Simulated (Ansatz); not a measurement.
**Two runs on AgCl**

System: AgCl (P6₃/mmc, 4 atoms in the cell).
Method of run 1: DFT, PBEsol, plane waves, PAW, no spin polarisation (Ansatz 0.2.0).

The structure was built on a prototype by a generator. The geometry comes from this level: PBE. Text and figures count atoms from 1; the logs count them from 0 in places.

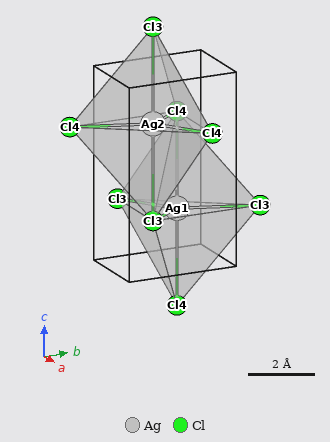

The input geometry (polyhedral view of the cell of the calculation, seen slightly off an axis; polyhedra are completed across the faces of the cell; atoms are numbered from 1 in the order of the input).

### Input, run 1
```yaml
crystal:
  lattice:
    - [4.5153197776, 0.0, 0.0]
    - [-2.2576598888, 3.9103816336, 0.0]
    - [0.0, 0.0, 5.9750929528]
  atoms:
    - { symbol: Ag, position: [0.3333333333, 0.6666666667, 0.25] }
    - { symbol: Ag, position: [0.6666666667, 0.3333333333, 0.75] }
    - { symbol: Cl, position: [0.6666666667, 0.3333333333, 0.25] }
    - { symbol: Cl, position: [0.3333333333, 0.6666666667, 0.75] }
kpoints:
  mp_grid: { grid: [6, 6, 4] }
hamiltonian:
  xc: pbesol
scf:
  occupations: { method: fermi_dirac, width: 0.02 }
relax:
  f_tol: 0.005
  cell: {}
```

Hardware: 2 threads of an x86-64 CPU, shared host.

### Output, shortened to warnings, some set-up lines, iterations and results (run 1)
```
Basis set: ecut = 420 eV, 2053 PW (Γ), exchange–correlation on 64×64×80 points (8 copies of the dense FFT grid, shifted against one another)
Symmetry: 24 space group operations
k-points: 21 of 144
Initial density: superposition of atomic densities (neutral atoms: chi_scale 0, normalization atom), corrected by the library's trained network
[...]
SCF iter   1: F=—  HF=-17167.465199 eV  |F-HF|=—  |Δ(HF+E_count)|=         —  Δρ=6.28e-3  dr2=4.69e-2  ethr=1.77e-3  ⟨swp⟩=5.7  Hψ=2589  notcnv=0  defer=1
SCF iter   2: F=—  HF=-17167.453764 eV  |F-HF|=—  |Δ(HF+E_count)|=   1.14e-2  Δρ=2.12e-3  dr2=5.95e-3  ethr=9.02e-5  ⟨swp⟩=2.1  Hψ=1220  notcnv=0  defer=38
SCF iter   3: F=—  HF=-17167.452400 eV  |F-HF|=—  |Δ(HF+E_count)|=   1.36e-3  Δρ=6.64e-4  dr2=4.64e-4  ethr=1.14e-5  ⟨swp⟩=2.0  Hψ=1089  notcnv=0  defer=38
SCF iter   4: F=—  HF=-17167.452470 eV  |F-HF|=—  |Δ(HF+E_count)|=   6.98e-5  Δρ=2.35e-4  dr2=6.36e-5  ethr=8.92e-7  ⟨swp⟩=2.1  Hψ=987  notcnv=0  defer=38
SCF iter   5: F=—  HF=-17167.452521 eV  |F-HF|=—  |Δ(HF+E_count)|=   5.13e-5  Δρ=5.67e-5  dr2=6.84e-6  ethr=1.22e-7  ⟨swp⟩=2.0  Hψ=995  notcnv=0  defer=38
[... 27 lines ...]
SCF iter   4: F=—  HF=-17167.547103 eV  |F-HF|=—  |Δ(HF+E_count)|=   9.81e-8  Δρ=1.31e-6  dr2=1.26e-9  ethr=1.44e-10  ⟨swp⟩=2.5  Hψ=1160  notcnv=0
SCF iter   5: F=—  HF=-17167.547103 eV  |F-HF|=—  |Δ(HF+E_count)|=   1.70e-9  Δρ=2.74e-7  dr2=1.79e-10  ethr=2.42e-12  ⟨swp⟩=2.0  Hψ=1180  notcnv=0
SCF iter   6: F=-17167.547103 eV  HF=-17167.547103 eV  |F-HF|=5.46e-11  |Δ(HF+E_count)|=  2.95e-10  Δρ=1.46e-7  dr2=3.82e-11  ethr=1.00e-12  ⟨swp⟩=4.1  Hψ=2225  notcnv=0
SCF 5 converged in 6 iterations: F = -17167.547103 eV  dr2 = 3.82e-11
relax step   5: F+E_penalty+E_count = -17167.54710271 eV  Δ(F+E_penalty+E_count) = +1.270e-3 eV  max|allowed force component| = 2.371e-17 eV/Å  Δτ_max = 0.0000 Å  P = +0.019 …
basis re-selected at this cell: Δ(F+E_penalty+E_count) = +1.270e-3 eV, ΔP = +0.004 GPa vs the last step (what re-selecting the basis moved, of the pressure what is left beyond the Pulay correction that the steps carried, after the strain that the cell walked since its last selection, with what the …
SCF converged after 6 iterations
Free energy (F): -17167.547103 eV
Harris-Foulkes:  -17167.547103 eV  (|F-HF|=5.46e-11)
Internal energy: -17167.547103 eV  (E = F + TS)
E sigma→0 (E₀):  -17167.547103 eV
Fermi energy:    6.979933 eV
--- Per-component energies (eV) ---
  E_band       = -805.005486
  E_kinetic    = 1377.950505
  E_local      = -7157.510531  (includes V_loc(G=0)·N_el)
  E_nonlocal   = 230.630939
  E_hartree    = 3138.303161
  E_xc         = -574.901540
  E_vxc        = -705.608928  (∫ρ·V_xc dr)
  E_paw        = -8959.342965  (= ΣΔE_a)
  E_vpaw       = -827.075062  (= ΣTr[D̂ρ^β])
  E_aug_tail   = 0.000770  (compensation charges beyond the density's cutoff)
  E_ewald      = -5223.479784
  E_core_change = 0.802342  (= ΣΔE_core)
  E_smearing   = -0.000000  (= −TS)
  E_closure    = -0.000000  (closes the sum)
  Σ components = -17167.547103   (vs F -17167.547103, Δ=0.00e0)
--- Forces (eV/Å), atoms counted from 1 ---
  atom   1  Ag     0.00000000    -0.00000000     0.00000000
  atom   2  Ag     0.00000000     0.00000000     0.00000000
  atom   3  Cl    -0.00000000     0.00000000     0.00000000
  atom   4  Cl     0.00000000    -0.00000000     0.00000000
  max |Σ_I F_I| component: 5.32e-17 eV/Å
--- Stress (GPa, compression-positive) ---
        0.022713       0.000000       0.000000
        0.000000       0.022713       0.000000
        0.000000       0.000000       0.012095
  P = ⅓ Tr σ = 0.0192 GPa (0.192 kbar)
--- Relaxed structure (4 steps of the walk, 4 accepted, 1 SCFs on fresh bases) ---
  F+E_penalty+E_count = -17167.54710271 eV   max|allowed force component| = 2.371e-17 eV/Å   (the final SCF, on the basis selected at the relaxed cell)
  cell:  # Å, volume = 96.1332 Å³
    - [4.42706913084176, 0.0, 0.0]
    - [-2.21353456542088, 3.833954331618859, 0.0]
    - [0.0, 0.0, 5.663829007990626]
  atoms:
[...]
```

For run 2 the input was changed thus:
```diff
-  xc: pbesol
+  xc: r2scan
```

How does run 2 compare with run 1?

The total energies belong to different methods, so their difference says nothing on which is more stable or more accurate. The volume per atom goes from 24.03 to 25.30 Å³. The functional changes from PBEsol to r2SCAN. The SCF takes 31 iterations over all geometry steps against 27. The default cutoff goes from 420 to 500 eV with the change.

### Output, shortened to warnings, some set-up lines, iterations and results (run 2)
```
Basis set: ecut = 500 eV, 2703 PW (Γ), exchange–correlation on 144×144×180 points (64 copies of the dense FFT grid, shifted against one another)
Symmetry: 24 space group operations
k-points: 21 of 144
Initial density: superposition of atomic densities (neutral atoms: chi_scale 0, normalization atom), corrected by the library's trained network
[...]
SCF iter   1: F=—  HF=-17377.313401 eV  |F-HF|=—  |Δ(HF+E_count)|=         —  Δρ=6.97e-3  dr2=3.67e-2  dr2_τ=1.21e-2  ethr=1.77e-3  ⟨swp⟩=5.8  Hψ=2707  notcnv=0
SCF iter   2: F=—  HF=-17377.317086 eV  |F-HF|=—  |Δ(HF+E_count)|=   3.69e-3  Δρ=3.49e-3  dr2=5.16e-3  dr2_τ=1.24e-3  ethr=7.05e-5  ⟨swp⟩=3.1  Hψ=1240  notcnv=0  defer=38
SCF iter   3: F=—  HF=-17377.317993 eV  |F-HF|=—  |Δ(HF+E_count)|=   9.07e-4  Δρ=1.23e-3  dr2=8.75e-4  dr2_τ=5.88e-5  ethr=9.92e-6  ⟨swp⟩=2.0  Hψ=716  notcnv=0  defer=17
SCF iter   4: F=—  HF=-17377.318146 eV  |F-HF|=—  |Δ(HF+E_count)|=   1.53e-4  Δρ=1.63e-4  dr2=2.44e-5  dr2_τ=2.74e-6  ethr=1.68e-6  ⟨swp⟩=2.3  Hψ=1028  notcnv=0  defer=17
SCF iter   5: F=—  HF=-17377.318145 eV  |F-HF|=—  |Δ(HF+E_count)|=   6.64e-7  Δρ=4.25e-5  dr2=1.94e-6  dr2_τ=1.46e-7  ethr=4.70e-8  ⟨swp⟩=2.0  Hψ=970  notcnv=0  defer=17
[... 31 lines ...]
SCF iter   5: F=—  HF=-17377.342560 eV  |F-HF|=—  |Δ(HF+E_count)|=   1.91e-9  Δρ=8.40e-7  dr2=5.46e-10  dr2_τ=1.29e-10  ethr=6.96e-12  ⟨swp⟩=2.0  Hψ=1050  notcnv=0
SCF iter   6: F=—  HF=-17377.342560 eV  |F-HF|=—  |Δ(HF+E_count)|=  3.13e-10  Δρ=3.52e-7  dr2=9.94e-11  dr2_τ=1.16e-11  ethr=1.05e-12  ⟨swp⟩=2.3  Hψ=957  notcnv=0
SCF iter   7: F=-17377.342560 eV  HF=-17377.342560 eV  |F-HF|=3.64e-12  |Δ(HF+E_count)|=  6.91e-11  Δρ=4.27e-8  dr2=1.43e-12  dr2_τ=2.47e-13  ethr=1.00e-12  ⟨swp⟩=4.0  …
SCF 5 converged in 7 iterations: F = -17377.342560 eV  dr2 = 1.43e-12
relax step   5: F+E_penalty+E_count = -17377.34255976 eV  Δ(F+E_penalty+E_count) = +7.290e-4 eV  max|allowed force component| = 7.170e-17 eV/Å  Δτ_max = 0.0000 Å  P = +0.015 …
basis re-selected at this cell: Δ(F+E_penalty+E_count) = +7.290e-4 eV, ΔP = -0.006 GPa vs the last step (what re-selecting the basis moved, of the pressure what is left beyond the Pulay correction that the steps carried, after the strain that the cell walked since its last selection, with what the …
SCF converged after 7 iterations
Free energy (F): -17377.342560 eV
Harris-Foulkes:  -17377.342560 eV  (|F-HF|=3.64e-12)
Internal energy: -17377.342560 eV  (E = F + TS)
E sigma→0 (E₀):  -17377.342560 eV
Fermi energy:    6.333587 eV
--- Per-component energies (eV) ---
  E_band       = -876.011681
  E_kinetic    = 1378.798281
  E_local      = -7318.736768  (includes V_loc(G=0)·N_el)
  E_nonlocal   = 227.888950
  E_hartree    = 3214.798974
  E_xc         = -560.477682
  E_vxc        = -788.141327  (∫ρ·V_xc dr)
  E_paw        = -9185.384289  (= ΣΔE_a)
  E_vpaw       = -856.703342  (= ΣTr[D̂ρ^β])
  E_aug_tail   = 0.000217  (compensation charges beyond the density's cutoff)
  E_vtau       = 51.284331  (kinetic-family band-sum trace: ∫τ·v_τ [+ j·A + Jᵃ·Aᵃ] dr)
  E_ewald      = -5132.938808
  E_core_change = -1.291435  (= ΣΔE_core)
  E_smearing   = -0.000000  (= −TS)
  E_closure    = 0.000000  (closes the sum)
  Σ components = -17377.342560   (vs F -17377.342560, Δ=0.00e0)
--- Forces (eV/Å), atoms counted from 1 ---
  atom   1  Ag     0.00000000    -0.00000000     0.00000000
  atom   2  Ag     0.00000000     0.00000000     0.00000000
  atom   3  Cl     0.00000000     0.00000000     0.00000000
  atom   4  Cl    -0.00000000    -0.00000000     0.00000000
  max |Σ_I F_I| component: 1.27e-17 eV/Å
--- Stress (GPa, compression-positive) ---
        0.039262       0.000000       0.000000
        0.000000       0.039262       0.000000
        0.000000       0.000000      -0.033865
  P = ⅓ Tr σ = 0.0149 GPa (0.149 kbar)
--- Relaxed structure (4 steps of the walk, 4 accepted, 1 SCFs on fresh bases) ---
  F+E_penalty+E_count = -17377.34255976 eV   max|allowed force component| = 7.170e-17 eV/Å   (the final SCF, on the basis selected at the relaxed cell)
  cell:  # Å, volume = 101.1872 Å³
    - [4.518399075019877, 0.0, 0.0]
    - [-2.2591995375099385, 3.913048383403323, 0.0]
    - [0.0, 0.0, 5.723025115289544]
  atoms:
    - { symbol: Ag, position: [0.33333333333333337, 0.6666666666666667, 0.25] }
[...]
```

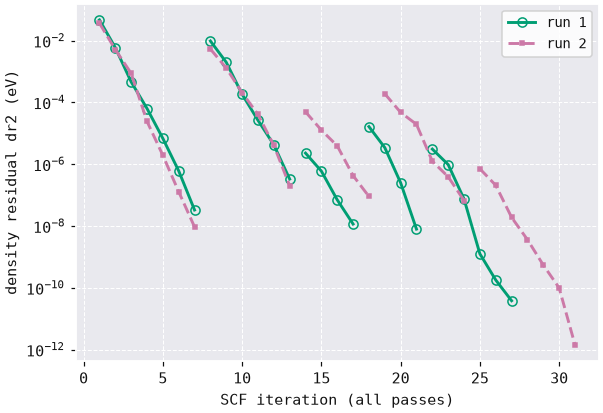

Convergence of the two runs: density residual dr2 against the SCF iteration. A break in a curve parts two SCF passes. Run 1 takes 27 iterations in all, and run 2 takes 31.

### The two runs side by side

| quantity | run 1 | run 2 |
| --- | --- | --- |
| outcome | converged | converged |
| free energy per atom (eV) | −4291.8868 | −4344.3356 |
| pressure (GPa) | 0.02 | 0.01 |
| volume per atom (Å³) | 24.03 | 25.30 |
| largest force (eV/Å) | 0.000 | 0.000 |
| SCF iterations | 27 | 31 |
| irreducible k-points | 21 | 21 |
| wall time (shared host) | 10 s | 30 s |
